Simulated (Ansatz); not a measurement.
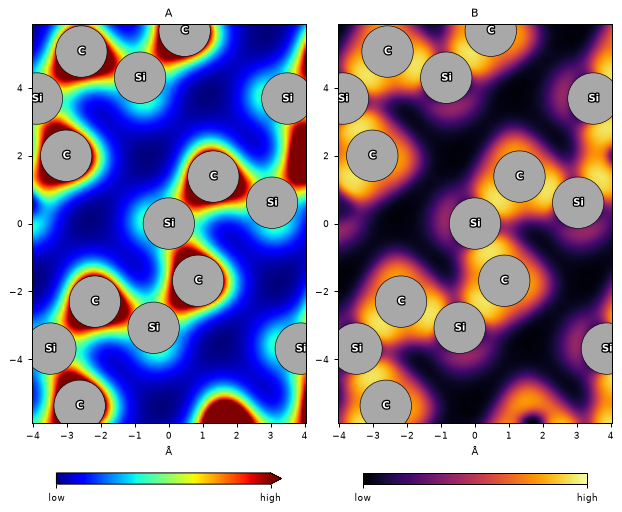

SiC: 2 fields on the (101̄) plane of the calculation cell, with unlabelled colour scales. Grey discs cover the atomic cores.

Space group P6₃mc; a structure from a database of computed crystals, not necessarily the ambient phase.

Theory: DFT PBE, scalar-relativistic, plane waves, PAW (Ansatz).

```xyz
36
Lattice="0.0000 5.3554 5.0743 -4.6379 -2.6777 5.0743 4.6379 -2.6777 5.0743" Properties=species:S:1:pos:R:3 pbc="T T T"
Si   -1.5460   -0.8926    7.6093
Si   -3.0919    1.7851    7.6093
Si    1.5460   -0.8926    7.6093
Si    0.0000    1.7851    2.5351
Si    0.0000    1.7851    7.6093
Si    0.0000   -3.5702    7.6093
Si   -1.5460   -0.8926    2.5351
Si    3.0919    1.7851    7.6093
Si    1.5460   -0.8926    2.5351
Si    0.0000   -1.7851   10.1465
Si   -1.5460    0.8926   10.1465
Si   -1.5460    0.8926    5.0722
Si    1.5460    0.8926    5.0722
Si    1.5460    0.8926   10.1465
Si   -3.0920   -1.7851    5.0722
Si    0.0000   -1.7852    5.0722
Si    0.0000    3.5703    5.0722
Si    3.0920   -1.7851    5.0722
C    -1.5460   -0.8926    9.5164
C    -3.0920    1.7851    9.5164
C     1.5460   -0.8926    9.5164
C     0.0000    1.7852    4.4421
C     0.0000    1.7851    9.5164
C     0.0000   -3.5703    9.5164
C    -1.5460   -0.8926    4.4421
C     3.0920    1.7851    9.5164
C     1.5460   -0.8926    4.4421
C     0.0000   -1.7851    6.9792
C    -1.5460    0.8926    6.9792
C     3.0920   -1.7851    6.9793
C    -3.0920   -1.7851    6.9793
C     1.5460    0.8926    6.9792
C     1.5460    0.8926   12.0536
C     0.0000    3.5703    6.9793
C     0.0000   -1.7852   12.0536
C    -1.5460    0.8926   12.0536
```

Which field does each panel show? The fields are: electron localisation function and valence pseudo-density.

Panel A: valence pseudo-density. Panel B: electron localisation function. From the grid: Si–C (1.91 Å): the density is about 0.86 e/Å³ at the midpoint; the ELF peaks at about 0.95 between the atoms, as expected for a shared electron pair.
